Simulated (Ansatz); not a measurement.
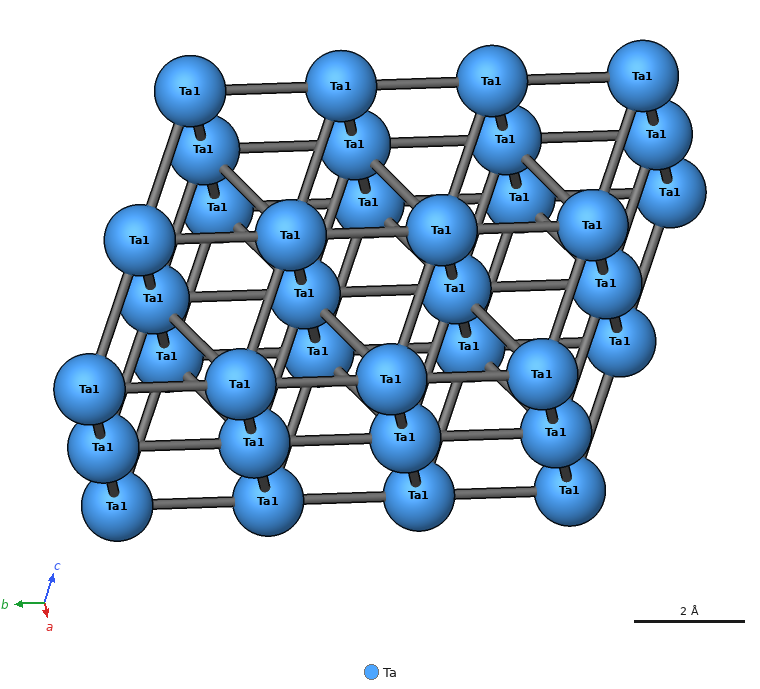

Fig. 1: The structure as given in the input (ball-and-stick view of the cell of the calculation, repeated 2 × 3 × 2, seen at an oblique angle; atoms are numbered from 1 in the order of the input).

## What a change does: geometry relaxation on Ta

System: Ta (Im-3m, 1 atom in the cell).
Method of run 1: DFT PBE, scalar-relativistic, plane waves, PAW, no spin polarisation (Ansatz 0.2.0).

The structure derives from a Materials Project entry. Text and figures count atoms from 1; the logs count them from 0 in places.

### Input, run 1
```yaml
crystal:
  lattice:
    - [-1.6549278069, 1.6549278069, 1.6549278069]
    - [1.6549278069, -1.6549278069, 1.6549278069]
    - [1.6549278069, 1.6549278069, -1.6549278069]
  atoms:
    - { symbol: Ta, position: [0.0, 0.0, 0.0] }
basis:
  ecutwfc: 420
kpoints:
  mp_grid: { grid: [18, 18, 18] }
hamiltonian:
  xc: pbe
scf:
  occupations: { method: gaussian, width: 0.1 }
output:
  forces: true
  stress: true
  eigenvalues: true
  write_density: true
  write_potential: true
  elf: true
  volumetric_format: npy
relax:
  adjacent_minimum: "off"
  f_tol: 0.005
  max_steps: 80
  cell: { stress_tol: 0.05 }
```

Command:
```bash
ansatz run input.yaml --threads 1 --pin off --max-ram 2560MiB --backend cpu --events-out ev --progress --plain --runs-dir out
```

Hardware: 1 thread of Intel Xeon (Granite Rapids), 32 GiB of memory available, shared host.

### Output, shortened to warnings, some set-up lines, iterations and results (run 1)
```
Basis set: ecut = 420 eV, 369 PW (Γ), exchange–correlation on 40×40×40 points (8 copies of the dense FFT grid, shifted against one another)
Symmetry: 48 space group operations
k-points: 195 of 5832
Initial density: superposition of atomic densities (neutral atoms: chi_scale 0, normalization atom), corrected by the library's trained network
[...]
SCF iter   1: F=—  HF=-9932.253735 eV  |F-HF|=—  |Δ(HF+E_count)|=         —  Δρ=2.09e-3  dr2=2.03e-4  ethr=1.77e-3  ⟨swp⟩=5.1  Hψ=12002  notcnv=0
SCF iter   2: F=—  HF=-9932.253617 eV  |F-HF|=—  |Δ(HF+E_count)|=   1.18e-4  Δρ=9.91e-4  dr2=4.77e-5  ethr=1.56e-6  ⟨swp⟩=2.2  Hψ=4708  notcnv=0
SCF iter   3: F=—  HF=-9932.253689 eV  |F-HF|=—  |Δ(HF+E_count)|=   7.18e-5  Δρ=1.50e-4  dr2=9.57e-7  ethr=3.67e-7  ⟨swp⟩=2.1  Hψ=2566  notcnv=0
SCF iter   4: F=-9932.253689 eV  HF=-9932.253689 eV  |F-HF|=3.01e-8  |Δ(HF+E_count)|=   5.63e-7  Δρ=3.82e-5  dr2=7.49e-8  ethr=7.36e-9  ⟨swp⟩=2.0  Hψ=3322  notcnv=0
SCF iter   5: F=-9932.253689 eV  HF=-9932.253689 eV  |F-HF|=2.48e-9  |Δ(HF+E_count)|=   2.37e-8  Δρ=1.05e-5  dr2=5.40e-9  ethr=5.76e-10  ⟨swp⟩=1.0  Hψ=2087  notcnv=0
[... 16 lines ...]
SCF iter   1: F=—  HF=-9932.254421 eV  |F-HF|=—  |Δ(HF+E_count)|=         —  Δρ=1.64e-5  dr2=5.43e-9  ethr=5.39e-8  ⟨swp⟩=3.1  Hψ=17924  notcnv=0
SCF iter   2: F=—  HF=-9932.254422 eV  |F-HF|=—  |Δ(HF+E_count)|=   1.02e-6  Δρ=8.01e-6  dr2=1.21e-9  ethr=4.18e-11  ⟨swp⟩=2.3  Hψ=3098  notcnv=0
SCF iter   3: F=-9932.254422 eV  HF=-9932.254422 eV  |F-HF|=1.82e-12  |Δ(HF+E_count)|=   1.80e-9  Δρ=3.91e-7  dr2=6.03e-12  ethr=1.00e-12  ⟨swp⟩=5.2  Hψ=11732  notcnv=0
SCF 4 converged in 3 iterations: F = -9932.254422 eV  dr2 = 6.03e-12
relax step   4: F+E_penalty+E_count = -9932.25442226 eV  Δ(F+E_penalty+E_count) = -5.796e-5 eV  max|allowed force component| = 0.000e0 eV/Å  Δτ_max = 0.0000 Å  P = -0.044 GPa …
basis re-selected at this cell: Δ(F+E_penalty+E_count) = -5.796e-5 eV, ΔP = +0.004 GPa vs the last step (what re-selecting the basis moved, of the pressure what is left beyond the Pulay correction that the steps carried, after the strain that the cell walked since its last selection, with what the …
SCF converged after 3 iterations
Free energy (F): -9932.254422 eV
Harris-Foulkes:  -9932.254422 eV  (|F-HF|=1.82e-12)
Internal energy: -9932.248338 eV  (E = F + TS)
E sigma→0 (E₀):  -9932.251380 eV
Entropy (-TS):   -0.006084 eV (-6.084 meV/atom)
Fermi energy:    18.338352 eV
--- Per-component energies (eV) ---
  E_band       = -107.523718
  E_kinetic    = 365.624239
  E_local      = -555.993503  (includes V_loc(G=0)·N_el)
  E_nonlocal   = 14.737740
  E_hartree    = 192.474171
  E_xc         = -218.345689
  E_vxc        = -203.897200  (∫ρ·V_xc dr)
  E_paw        = -8396.600506  (= ΣΔE_a)
  E_vpaw       = -112.943467  (= ΣTr[D̂ρ^β])
  E_aug_tail   = 0.000133  (compensation charges beyond the density's cutoff)
  E_ewald      = -1334.144924
  E_smearing   = -0.006084  (= −TS)
  E_closure    = 0.000000  (closes the sum)
  Σ components = -9932.254422   (vs F -9932.254422, Δ=0.00e0)
--- Forces (eV/Å), atoms counted from 1 ---
  atom   1  Ta     0.00000000    -0.00000000    -0.00000000
  max |Σ_I F_I| component: 8.63e-32 eV/Å
--- Stress (GPa, compression-positive) ---
       -0.044391      -0.000000      -0.000000
        0.000000      -0.044391       0.000000
       -0.000000       0.000000      -0.044391
  P = ⅓ Tr σ = -0.0444 GPa (-0.444 kbar)
--- Relaxed structure (3 steps of the walk, 2 accepted, 1 SCFs on fresh bases) ---
  F+E_penalty+E_count = -9932.25442226 eV   max|allowed force component| = 0.000e0 eV/Å   (the final SCF, on the basis selected at the relaxed cell)
  cell:  # Å, volume = 18.2817 Å³
    - [-1.6595311955725687, 1.6595311955725687, 1.6595311955725687]
    - [1.6595311955725687, -1.6595311955725687, 1.6595311955725687]
    - [1.6595311955725687, 1.6595311955725687, -1.6595311955725687]
  atoms:
    - { symbol: Ta, position: [0.0, 0.0, 0.0] }
```

For run 2 the input was changed thus:
```diff
-basis:
-  ecutwfc: 420
+  initial_density: { chi_scale: 0.1 }
-  write_density: true
-  write_potential: true
-  elf: true
-  volumetric_format: npy
+accuracy: medium
```

How does run 2 compare with run 1?

The energy doesn't change within 0.01 meV per atom. The number of SCF iterations is the same.

### Output, shortened to warnings, some set-up lines, iterations and results (run 2)
```
Basis set: ecut = 420 eV, 369 PW (Γ), exchange–correlation on 40×40×40 points (8 copies of the dense FFT grid, shifted against one another)
Symmetry: 48 space group operations
k-points: 195 of 5832
Initial density: superposition of atomic densities (chi_scale 0.1, normalization cell)
[...]
SCF iter   1: F=—  HF=-9932.343980 eV  |F-HF|=—  |Δ(HF+E_count)|=         —  Δρ=4.16e-2  dr2=3.02e-1  ethr=3.10e-3  ⟨swp⟩=5.1  Hψ=11112  notcnv=0
SCF iter   2: F=—  HF=-9932.249125 eV  |F-HF|=—  |Δ(HF+E_count)|=   9.49e-2  Δρ=1.63e-2  dr2=2.34e-2  ethr=2.32e-3  ⟨swp⟩=2.5  Hψ=4920  notcnv=0  defer=61
SCF iter   3: F=—  HF=-9932.252988 eV  |F-HF|=—  |Δ(HF+E_count)|=   3.86e-3  Δρ=4.29e-3  dr2=1.15e-3  ethr=1.80e-4  ⟨swp⟩=2.5  Hψ=2858  notcnv=0  defer=61
SCF iter   4: F=—  HF=-9932.253681 eV  |F-HF|=—  |Δ(HF+E_count)|=   6.93e-4  Δρ=1.77e-4  dr2=1.44e-6  ethr=8.85e-6  ⟨swp⟩=1.1  Hψ=2141  notcnv=0  defer=61
SCF iter   5: F=—  HF=-9932.253689 eV  |F-HF|=—  |Δ(HF+E_count)|=   7.88e-6  Δρ=4.39e-5  dr2=1.01e-7  ethr=7.69e-10  ⟨swp⟩=8.0  Hψ=11567  notcnv=0
[... 16 lines ...]
SCF iter   1: F=—  HF=-9932.254420 eV  |F-HF|=—  |Δ(HF+E_count)|=         —  Δρ=1.64e-5  dr2=5.43e-9  ethr=5.38e-8  ⟨swp⟩=3.1  Hψ=17927  notcnv=0
SCF iter   2: F=—  HF=-9932.254422 eV  |F-HF|=—  |Δ(HF+E_count)|=   1.83e-6  Δρ=8.01e-6  dr2=1.21e-9  ethr=4.18e-11  ⟨swp⟩=2.3  Hψ=3100  notcnv=0
SCF iter   3: F=-9932.254422 eV  HF=-9932.254422 eV  |F-HF|=7.28e-12  |Δ(HF+E_count)|=   1.80e-9  Δρ=3.91e-7  dr2=6.01e-12  ethr=1.00e-12  ⟨swp⟩=5.3  Hψ=11738  notcnv=0
SCF 4 converged in 3 iterations: F = -9932.254422 eV  dr2 = 6.01e-12
relax step   4: F+E_penalty+E_count = -9932.25442227 eV  Δ(F+E_penalty+E_count) = -5.796e-5 eV  max|allowed force component| = 0.000e0 eV/Å  Δτ_max = 0.0000 Å  P = -0.044 GPa …
basis re-selected at this cell: Δ(F+E_penalty+E_count) = -5.796e-5 eV, ΔP = +0.004 GPa vs the last step (what re-selecting the basis moved, of the pressure what is left beyond the Pulay correction that the steps carried, after the strain that the cell walked since its last selection, with what the …
SCF converged after 3 iterations
Free energy (F): -9932.254422 eV
Harris-Foulkes:  -9932.254422 eV  (|F-HF|=7.28e-12)
Internal energy: -9932.248338 eV  (E = F + TS)
E sigma→0 (E₀):  -9932.251380 eV
Entropy (-TS):   -0.006084 eV (-6.084 meV/atom)
Fermi energy:    18.338379 eV
--- Per-component energies (eV) ---
  E_band       = -107.523351
  E_kinetic    = 365.624288
  E_local      = -555.992763  (includes V_loc(G=0)·N_el)
  E_nonlocal   = 14.737755
  E_hartree    = 192.473970
  E_xc         = -218.345706
  E_vxc        = -203.897223  (∫ρ·V_xc dr)
  E_paw        = -8396.600515  (= ΣΔE_a)
  E_vpaw       = -112.943478  (= ΣTr[D̂ρ^β])
  E_aug_tail   = 0.000133  (compensation charges beyond the density's cutoff)
  E_ewald      = -1334.145501
  E_smearing   = -0.006084  (= −TS)
  E_closure    = -0.000000  (closes the sum)
  Σ components = -9932.254422   (vs F -9932.254422, Δ=0.00e0)
--- Forces (eV/Å), atoms counted from 1 ---
  atom   1  Ta     0.00000000    -0.00000000    -0.00000000
  max |Σ_I F_I| component: 5.75e-32 eV/Å
--- Stress (GPa, compression-positive) ---
       -0.044140      -0.000000      -0.000000
        0.000000      -0.044140      -0.000000
       -0.000000      -0.000000      -0.044140
  P = ⅓ Tr σ = -0.0441 GPa (-0.441 kbar)
--- Relaxed structure (3 steps of the walk, 2 accepted, 1 SCFs on fresh bases) ---
  F+E_penalty+E_count = -9932.25442227 eV   max|allowed force component| = 0.000e0 eV/Å   (the final SCF, on the basis selected at the relaxed cell)
  cell:  # Å, volume = 18.2817 Å³
    - [-1.659530477882361, 1.659530477882361, 1.659530477882361]
    - [1.659530477882361, -1.659530477882361, 1.659530477882361]
    - [1.659530477882361, 1.659530477882361, -1.659530477882361]
  atoms:
    - { symbol: Ta, position: [0.0, 0.0, 0.0] }
```

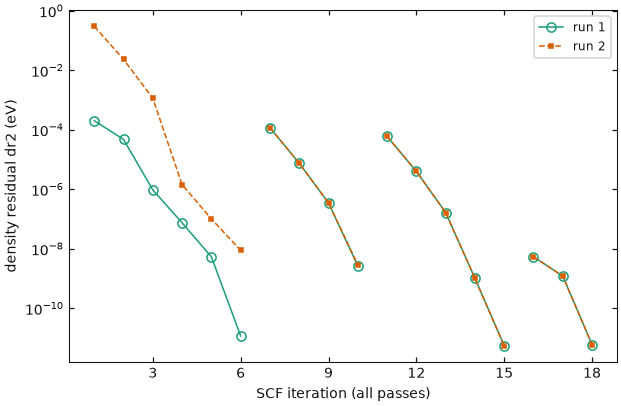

Fig. 2: Convergence of the two runs: density residual dr2 against the SCF iteration. A break in a curve parts two SCF passes. Run 1 takes 18 iterations in all, and run 2 takes 18.

### The two runs side by side

```tsv
quantity	run 1	run 2
outcome	converged	converged
free energy per atom (eV)	−9932.2544	−9932.2544
energy per atom, smearing taken to zero (eV)	−9932.2514	−9932.2514
gap on the mesh (eV)	0.00	0.00
pressure (GPa)	−0.04	−0.04
largest force (eV/Å)	0.000	0.000
SCF iterations	18	18
irreducible k-points	195	195
wall time (shared host)	4.9 s	4.8 s
```

For both runs: Spin–orbit coupling is left out, which matters for Ta.
